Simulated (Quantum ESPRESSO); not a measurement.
## Band-structure run of Os (part 1 of 3)

- system: Os (2 atoms in the cell)
- method: Kohn-Sham DFT of a periodic cell, PBE, spin-orbit coupling, PseudoDojo 0.4 FR PBE standard, no spin polarisation (Quantum ESPRESSO 7.5)

The structure derives from an entry of the Crystallography Open Database.

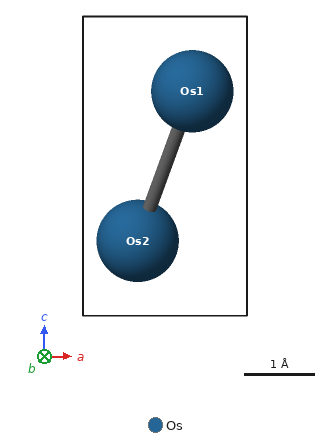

*The structure (ball-and-stick view of the cell of the calculation, along the b axis; atoms are numbered from 1 in the order of the input).*

Input file:
```
&CONTROL
  calculation = 'scf'
  prefix = 'pwscf'
  outdir = './tmp'
  pseudo_dir = './pseudo'
  tprnfor = .true.
  tstress = .true.
  disk_io = 'low'
/
&SYSTEM
  ibrav = 0
  A = 2.7341
  nat = 2
  ntyp = 1
  ecutwfc = 74
  nbnd = 48
  occupations = 'smearing'
  smearing = 'fd'
  degauss = 0.00367493
  noncolin = .true.
  lspinorb = .true.
/
&ELECTRONS
  conv_thr = 4d-10
  electron_maxstep = 120
  mixing_beta = 0.5
/
ATOMIC_SPECIES
Os   190.2300 Os.upf
CELL_PARAMETERS alat
   1.0000000000    0.0000000000    0.0000000000
  -0.5000000000    0.8660254038    0.0000000000
   0.0000000000    0.0000000000    1.5799348963
ATOMIC_POSITIONS alat
Os     0.5000000000    0.2886751346    1.1849511722
Os    -0.0000000001    0.5773502692    0.3949837241
K_POINTS automatic
11 11 6 0 0 0
```

File bands.in:
```
&CONTROL
  calculation = 'bands'
  prefix = 'pwscf'
  outdir = './tmp'
  pseudo_dir = './pseudo'
  disk_io = 'low'
  verbosity = 'high'
/
&SYSTEM
  ibrav = 0
  A = 2.7341
  nat = 2
  ntyp = 1
  ecutwfc = 74
  nbnd = 48
  occupations = 'smearing'
  smearing = 'fd'
  degauss = 0.00367493
  noncolin = .true.
  lspinorb = .true.
/
&ELECTRONS
  conv_thr = 1d-08
  electron_maxstep = 120
  mixing_beta = 0.5
  diago_full_acc = .true.
/
ATOMIC_SPECIES
Os   190.2300 Os.upf
CELL_PARAMETERS alat
   1.0000000000    0.0000000000    0.0000000000
  -0.5000000000    0.8660254038    0.0000000000
   0.0000000000    0.0000000000    1.5799348963
ATOMIC_POSITIONS alat
Os     0.5000000000    0.2886751346    1.1849511722
Os    -0.0000000001    0.5773502692    0.3949837241
K_POINTS crystal
60
 0.0000000000  0.0000000000  0.0000000000 1
 0.0714285714  0.0000000000  0.0000000000 1
 0.1428571429  0.0000000000  0.0000000000 1
 0.2142857143  0.0000000000  0.0000000000 1
 0.2857142857  0.0000000000  0.0000000000 1
 0.3571428571  0.0000000000  0.0000000000 1
 0.4285714286  0.0000000000  0.0000000000 1
 0.5000000000  0.0000000000  0.0000000000 1
 0.4583333333  0.0833333333  0.0000000000 1
 0.4166666667  0.1666666667  0.0000000000 1
 0.3750000000  0.2500000000  0.0000000000 1
 0.3333333333  0.3333333333  0.0000000000 1
 0.2962962963  0.2962962963  0.0000000000 1
 0.2592592593  0.2592592593  0.0000000000 1
 0.2222222222  0.2222222222  0.0000000000 1
 0.1851851852  0.1851851852  0.0000000000 1
 0.1481481481  0.1481481481  0.0000000000 1
 0.1111111111  0.1111111111  0.0000000000 1
 0.0740740741  0.0740740741  0.0000000000 1
 0.0370370370  0.0370370370  0.0000000000 1
 0.0000000000  0.0000000000  0.0000000000 1
 0.0000000000  0.0000000000  0.1250000000 1
 0.0000000000  0.0000000000  0.2500000000 1
 0.0000000000  0.0000000000  0.3750000000 1
 0.0000000000  0.0000000000  0.5000000000 1
 0.0625000000  0.0000000000  0.5000000000 1
 0.1250000000  0.0000000000  0.5000000000 1
 0.1875000000  0.0000000000  0.5000000000 1
 0.2500000000  0.0000000000  0.5000000000 1
 0.3125000000  0.0000000000  0.5000000000 1
 0.3750000000  0.0000000000  0.5000000000 1
 0.4375000000  0.0000000000  0.5000000000 1
 0.5000000000  0.0000000000  0.5000000000 1
 0.4666666667  0.0666666667  0.5000000000 1
 0.4333333333  0.1333333333  0.5000000000 1
 0.4000000000  0.2000000000  0.5000000000 1
 0.3666666667  0.2666666667  0.5000000000 1
 0.3333333333  0.3333333333  0.5000000000 1
 0.3030303030  0.3030303030  0.5000000000 1
 0.2727272727  0.2727272727  0.5000000000 1
 0.2424242424  0.2424242424  0.5000000000 1
 0.2121212121  0.2121212121  0.5000000000 1
 0.1818181818  0.1818181818  0.5000000000 1
 0.1515151515  0.1515151515  0.5000000000 1
 0.1212121212  0.1212121212  0.5000000000 1
 0.0909090909  0.0909090909  0.5000000000 1
 0.0606060606  0.0606060606  0.5000000000 1
 0.0303030303  0.0303030303  0.5000000000 1
 0.0000000000  0.0000000000  0.5000000000 1
 0.5000000000  0.0000000000  0.5000000000 1
 0.5000000000  0.0000000000  0.3750000000 1
 0.5000000000  0.0000000000  0.2500000000 1
 0.5000000000  0.0000000000  0.1250000000 1
 0.5000000000  0.0000000000  0.0000000000 1
 0.3333333333  0.3333333333  0.0000000000 1
 0.3333333333  0.3333333333  0.1000000000 1
 0.3333333333  0.3333333333  0.2000000000 1
 0.3333333333  0.3333333333  0.3000000000 1
 0.3333333333  0.3333333333  0.4000000000 1
 0.3333333333  0.3333333333  0.5000000000 1
```

Hardware: 1 thread of Arm Neoverse V1, 24 GiB of memory available, shared host.

Run as:
```bash
OMP_NUM_THREADS=1 pw.x -in pw.in > pw.out
OMP_NUM_THREADS=1 pw.x -in bands.in > bands.out
```

Output:
```
This program is part of the open-source Quantum ESPRESSO suite
     for quantum simulation of materials; please cite
         "P. Giannozzi et al., J. Phys.:Condens. Matter 21 395502 (2009);
         "P. Giannozzi et al., J. Phys.:Condens. Matter 29 465901 (2017);
         "P. Giannozzi et al., J. Chem. Phys. 152 154105 (2020);
          URL
     in publications or presentations arising from this work. More details at

     Message from routine setup:
     using ibrav=0 with symmetry is DISCOURAGED, use correct ibrav instead

     G-vector sticks info
     --------------------
     sticks:   dense  smooth     PW     G-vecs:    dense   smooth      PW
     Sum         547     547    163                16275    16275    2707

     Using Slab Decomposition

     bravais-lattice index     =            0
     lattice parameter (alat)  =       5.1667  a.u.
     unit-cell volume          =     188.7164 (a.u.)^3
     number of atoms/cell      =            2
     number of atomic types    =            1
     number of electrons       =        32.00
     number of Kohn-Sham states=           48
     kinetic-energy cutoff     =      74.0000  Ry
     charge density cutoff     =     296.0000  Ry
     scf convergence threshold =      4.0E-10
     mixing beta               =       0.5000
     number of iterations used =            8  plain     mixing
     Exchange-correlation= PBE
                           (   1   4   3   4   0   0   0)
     Non magnetic calculation with spin-orbit

     celldm(1)=   5.166700  celldm(2)=   0.000000  celldm(3)=   0.000000
     celldm(4)=   0.000000  celldm(5)=   0.000000  celldm(6)=   0.000000

     crystal axes: (cart. coord. in units of alat)
               a(1) = (   1.000000   0.000000   0.000000 )
               a(2) = (  -0.500000   0.866025   0.000000 )
               a(3) = (   0.000000   0.000000   1.579935 )

     reciprocal axes: (cart. coord. in units 2 pi/alat)
               b(1) = (  1.000000  0.577350 -0.000000 )
               b(2) = (  0.000000  1.154701  0.000000 )
               b(3) = (  0.000000 -0.000000  0.632937 )

     PseudoPot. # 1 for Os read from file:
     Os.upf
     Pseudo is Norm-conserving + core correction, Zval = 16.0
     Generated using ONCVPSP code by D. R. Hamann
     Using radial grid of 1344 points, 14 beta functions with:
                l(1) =   0
                l(2) =   0
                l(3) =   1
                l(4) =   1
                l(5) =   1
                l(6) =   1
                l(7) =   2
                l(8) =   2
                l(9) =   2
               l(10) =   2
               l(11) =   3
               l(12) =   3
               l(13) =   3
               l(14) =   3

     atomic species   valence    mass     pseudopotential
     Os               16.00   190.23000     Os( 1.00)

     24 Sym. Ops., with inversion, found (12 have fractional translation)

   Cartesian axes

     site n.     atom                  positions (alat units)
         1        Os     tau(   1) = (   0.5000000   0.2886751   1.1849512  )
         2        Os     tau(   2) = (  -0.0000000   0.5773503   0.3949837  )

     number of k points=    64  Fermi-Dirac smearing, width (Ry)=  0.0037
                       cart. coord. in units 2pi/alat
        k(    1) = (   0.0000000   0.0000000   0.0000000), wk =   0.0013774
        k(    2) = (   0.0000000   0.0000000   0.1054896), wk =   0.0027548
        k(    3) = (   0.0000000   0.0000000   0.2109792), wk =   0.0027548
        k(    4) = (   0.0000000   0.0000000  -0.3164687), wk =   0.0013774
        k(    5) = (   0.0000000   0.1049728   0.0000000), wk =   0.0082645
        k(    6) = (   0.0000000   0.1049728   0.1054896), wk =   0.0165289
        k(    7) = (   0.0000000   0.1049728   0.2109792), wk =   0.0165289
        k(    8) = (   0.0000000   0.1049728  -0.3164687), wk =   0.0082645
        k(    9) = (   0.0000000   0.2099456   0.0000000), wk =   0.0082645
        k(   10) = (   0.0000000   0.2099456   0.1054896), wk =   0.0165289
        k(   11) = (   0.0000000   0.2099456   0.2109792), wk =   0.0165289
        k(   12) = (   0.0000000   0.2099456  -0.3164687), wk =   0.0082645
        k(   13) = (   0.0000000   0.3149183   0.0000000), wk =   0.0082645
        k(   14) = (   0.0000000   0.3149183   0.1054896), wk =   0.0165289
        k(   15) = (   0.0000000   0.3149183   0.2109792), wk =   0.0165289
        k(   16) = (   0.0000000   0.3149183  -0.3164687), wk =   0.0082645
        k(   17) = (   0.0000000   0.4198911   0.0000000), wk =   0.0082645
        k(   18) = (   0.0000000   0.4198911   0.1054896), wk =   0.0165289
        k(   19) = (   0.0000000   0.4198911   0.2109792), wk =   0.0165289
        k(   20) = (   0.0000000   0.4198911  -0.3164687), wk =   0.0082645
        k(   21) = (   0.0000000   0.5248639   0.0000000), wk =   0.0082645
        k(   22) = (   0.0000000   0.5248639   0.1054896), wk =   0.0165289
        k(   23) = (   0.0000000   0.5248639   0.2109792), wk =   0.0165289
        k(   24) = (   0.0000000   0.5248639  -0.3164687), wk =   0.0082645
        k(   25) = (   0.0909091   0.1574592   0.0000000), wk =   0.0082645
        k(   26) = (   0.0909091   0.1574592   0.1054896), wk =   0.0165289
        k(   27) = (   0.0909091   0.1574592   0.2109792), wk =   0.0165289
        k(   28) = (   0.0909091   0.1574592  -0.3164687), wk =   0.0082645
        k(   29) = (   0.0909091   0.2624319   0.0000000), wk =   0.0165289
        k(   30) = (   0.0909091   0.2624319   0.1054896), wk =   0.0330579
        k(   31) = (   0.0909091   0.2624319   0.2109792), wk =   0.0330579
        k(   32) = (   0.0909091   0.2624319  -0.3164687), wk =   0.0165289
        k(   33) = (   0.0909091   0.3674047   0.0000000), wk =   0.0165289
        k(   34) = (   0.0909091   0.3674047   0.1054896), wk =   0.0330579
        k(   35) = (   0.0909091   0.3674047   0.2109792), wk =   0.0330579
        k(   36) = (   0.0909091   0.3674047  -0.3164687), wk =   0.0165289
        k(   37) = (   0.0909091   0.4723775   0.0000000), wk =   0.0165289
        k(   38) = (   0.0909091   0.4723775   0.1054896), wk =   0.0330579
        k(   39) = (   0.0909091   0.4723775   0.2109792), wk =   0.0330579
        k(   40) = (   0.0909091   0.4723775  -0.3164687), wk =   0.0165289
        k(   41) = (   0.0909091   0.5773503   0.0000000), wk =   0.0082645
        k(   42) = (   0.0909091   0.5773503   0.1054896), wk =   0.0165289
        k(   43) = (   0.0909091   0.5773503   0.2109792), wk =   0.0165289
        k(   44) = (   0.0909091   0.5773503  -0.3164687), wk =   0.0082645
        k(   45) = (   0.1818182   0.3149183   0.0000000), wk =   0.0082645
        k(   46) = (   0.1818182   0.3149183   0.1054896), wk =   0.0165289
        k(   47) = (   0.1818182   0.3149183   0.2109792), wk =   0.0165289
        k(   48) = (   0.1818182   0.3149183  -0.3164687), wk =   0.0082645
        k(   49) = (   0.1818182   0.4198911   0.0000000), wk =   0.0165289
        k(   50) = (   0.1818182   0.4198911   0.1054896), wk =   0.0330579
        k(   51) = (   0.1818182   0.4198911   0.2109792), wk =   0.0330579
        k(   52) = (   0.1818182   0.4198911  -0.3164687), wk =   0.0165289
        k(   53) = (   0.1818182   0.5248639   0.0000000), wk =   0.0165289
        k(   54) = (   0.1818182   0.5248639   0.1054896), wk =   0.0330579
        k(   55) = (   0.1818182   0.5248639   0.2109792), wk =   0.0330579
        k(   56) = (   0.1818182   0.5248639  -0.3164687), wk =   0.0165289
        k(   57) = (   0.2727273   0.4723775   0.0000000), wk =   0.0082645
        k(   58) = (   0.2727273   0.4723775   0.1054896), wk =   0.0165289
        k(   59) = (   0.2727273   0.4723775   0.2109792), wk =   0.0165289
        k(   60) = (   0.2727273   0.4723775  -0.3164687), wk =   0.0082645
        k(   61) = (   0.2727273   0.5773503   0.0000000), wk =   0.0082645
        k(   62) = (   0.2727273   0.5773503   0.1054896), wk =   0.0165289
        k(   63) = (   0.2727273   0.5773503   0.2109792), wk =   0.0165289
        k(   64) = (   0.2727273   0.5773503  -0.3164687), wk =   0.0082645

     Dense  grid:    16275 G-vectors     FFT dimensions: (  30,  30,  48)

     Initial potential from superposition of free atoms

     starting charge      31.9996, renormalised to      32.0000
     Starting wfcs are   40 randomized atomic wfcs +    8 random wfcs

     Self-consistent Calculation

     iteration #  1     ecut=    74.00 Ry     beta= 0.50
     Davidson diagonalization with overlap
     ethr =  1.00E-02,  avg # of iterations =  4.1

     Threshold (ethr) on eigenvalues was too large:
     Diagonalizing with lowered threshold

     Davidson diagonalization with overlap
     ethr =  1.85E-04,  avg # of iterations =  2.5

     total energy              =    -405.49071000 Ry
     estimated scf accuracy    <       0.06165858 Ry

     iteration #  2     ecut=    74.00 Ry     beta= 0.50
     Davidson diagonalization with overlap
     ethr =  1.93E-04,  avg # of iterations =  2.2

     total energy              =    -405.50048195 Ry
     estimated scf accuracy    <       0.00172214 Ry

     iteration #  3     ecut=    74.00 Ry     beta= 0.50
     Davidson diagonalization with overlap
     ethr =  5.38E-06,  avg # of iterations =  4.9

     total energy              =    -405.50058653 Ry
     estimated scf accuracy    <       0.00029953 Ry

     iteration #  4     ecut=    74.00 Ry     beta= 0.50
     Davidson diagonalization with overlap
     ethr =  9.36E-07,  avg # of iterations =  1.2

     total energy              =    -405.50059676 Ry
     estimated scf accuracy    <       0.00000270 Ry

     iteration #  5     ecut=    74.00 Ry     beta= 0.50
     Davidson diagonalization with overlap
     ethr =  8.44E-09,  avg # of iterations =  2.0

     total energy              =    -405.50059727 Ry
     estimated scf accuracy    <       0.00000026 Ry

     iteration #  6     ecut=    74.00 Ry     beta= 0.50
     Davidson diagonalization with overlap
     ethr =  8.20E-10,  avg # of iterations =  2.0

     total energy              =    -405.50059733 Ry
     estimated scf accuracy    <       0.00000001 Ry

     iteration #  7     ecut=    74.00 Ry     beta= 0.50
     Davidson diagonalization with overlap
     ethr =  4.59E-11,  avg # of iterations =  2.0

     total energy              =    -405.50059733 Ry
     estimated scf accuracy    <          4.6E-10 Ry

     iteration #  8     ecut=    74.00 Ry     beta= 0.50
     Davidson diagonalization with overlap
     ethr =  1.44E-12,  avg # of iterations =  2.0

     End of self-consistent calculation

          k = 0.0000 0.0000 0.0000 (  2033 PWs)   bands (ev):

   -60.1812 -60.1812 -60.0636 -60.0636 -28.5279 -28.5279 -28.2212 -28.2212
   -16.7686 -16.7686 -15.9914 -15.9914 -15.7735 -15.7735 -15.7311 -15.7311
    15.3279  15.3279  18.4597  18.4597  22.8042  22.8042  23.2628  23.2628
    23.5236  23.5236  23.6283  23.6283  24.4952  24.4952  24.7382  24.7382
    25.1051  25.1051  26.1587  26.1587  27.7102  27.7102  28.3225  28.3225
    35.3687  35.3687  39.5638  39.5638  41.9820  41.9820  43.2669  43.2669

          k = 0.0000 0.0000 0.1055 (  2021 PWs)   bands (ev):

   -60.1734 -60.1734 -60.0715 -60.0715 -28.5071 -28.5071 -28.2415 -28.2415
   -16.7042 -16.7042 -15.9769 -15.9769 -15.8063 -15.8063 -15.7883 -15.7883
    15.6719  15.6719  18.4992  18.4992  22.6829  22.6829  23.0224  23.0224
    23.3797  23.3797  23.4997  23.4997  24.2163  24.2163  25.1699  25.1699
    25.2178  25.2178  25.4957  25.4957  27.8214  27.8214  28.3191  28.3191
    36.7832  36.7832  38.9976  38.9976  42.2192  42.2192  43.3679  43.3679

          k = 0.0000 0.0000 0.2110 (  2008 PWs)   bands (ev):

   -60.1520 -60.1520 -60.0932 -60.0932 -28.4505 -28.4505 -28.2971 -28.2971
   -16.5250 -16.5250 -16.0072 -16.0072 -15.9374 -15.9374 -15.8285 -15.8285
    16.6062  16.6062  18.4285  18.4285  22.5784  22.5784  22.6706  22.6706
    23.0219  23.0219  23.2925  23.2925  23.3558  23.3558  23.8393  23.8393
    26.1892  26.1892  26.4114  26.4114  27.7523  27.7523  28.0923  28.0923
    38.7293  38.7293  39.8023  39.8023  40.6347  40.6347  44.6873  44.6873

          k = 0.0000 0.0000-0.3165 (  2014 PWs)   bands (ev):

   -60.1226 -60.1226 -60.1226 -60.1226 -28.3736 -28.3736 -28.3736 -28.3736
   -16.2715 -16.2715 -16.2715 -16.2715 -15.8831 -15.8831 -15.8831 -15.8831
    17.7575  17.7575  17.7575  17.7575  22.5654  22.5654  22.5654  22.5654
    22.6979  22.6979  22.6979  22.6979  23.3855  23.3855  23.3855  23.3855
    27.1590  27.1590  27.1590  27.1590  27.4056  27.4056  27.4056  27.4056
    39.2661  39.2661  39.2661  39.2661  43.3236  43.3236  43.3236  43.3236

          k = 0.0000 0.1050 0.0000 (  2025 PWs)   bands (ev):
```
